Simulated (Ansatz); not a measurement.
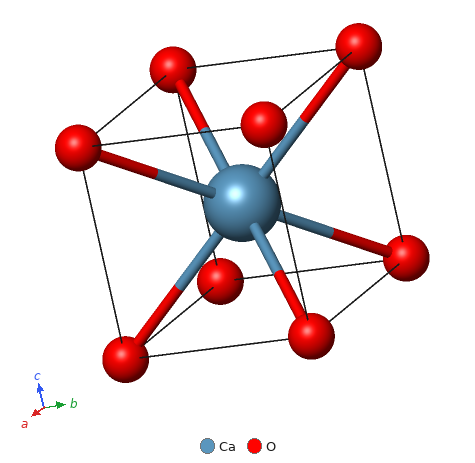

This ball-and-stick model is shown slightly off an axis. Thin lines show the simulation cell, with boundary atoms drawn in all their periodic places.

Here is the input:
```yaml
crystal:
  lattice:
    - [0.0, 2.4154225699, 2.4154225699]
    - [2.4154225699, 0.0, 2.4154225699]
    - [2.4154225699, 2.4154225699, 0.0]
  atoms:
    - { symbol: Ca, position: [0.5, 0.5, 0.5] }
    - { symbol: O, position: [0.0, 0.0, 0.0] }
basis:
  ecutwfc: 420
  ecutrho_ratio: 4
kpoints:
  mp_grid: { grid: [12, 12, 12] }
  band_path:
    path:
      - [[0.0, 0.0, 0.0], [0.5, 0.0, 0.5], [0.625, 0.25, 0.625]]
      - [[0.375, 0.375, 0.75], [0.0, 0.0, 0.0], [0.5, 0.5, 0.5], [0.5, 0.25, 0.75], [0.5, 0.0, 0.5]]
    npoints: 14
hamiltonian:
  xc: pbe
scf:
  occupations: { method: gaussian, width: 0.05 }
  n_extra_bands: 11
output:
  forces: true
  stress: true
  eigenvalues: true
  populations: true
  dos: { projected: true, de: 0.02, nscf_kmesh: { grid: [18, 18, 18] } }
  bader: true
  write_density: true
  write_potential: true
  elf: true
  volumetric_format: npy
```
Run as:
```sh
ansatz run input.yaml --threads 2 --pin off --max-ram 2662MiB --backend cpu --events-out ev --progress --plain --runs-dir out
```

Results below were computed with DFT PBE, scalar-relativistic, plane waves, PAW (Ansatz 0.2.0); the settings were plane waves up to 420 eV, k-points on a 12×12×12 grid, Gaussian smearing of 0.05 eV, no spin polarisation.

What is the electronic character?

An insulator at this level, with a gap of 3.66 eV, indirect; the smallest direct gap is 4.03 eV.

What is the computed pressure?

The computed pressure is 0.0 GPa, close to zero.

The model was built from a structure type known for this compound. Earlier steps of the study may have refined or changed the cell and positions. It went into a calculation with Ansatz.
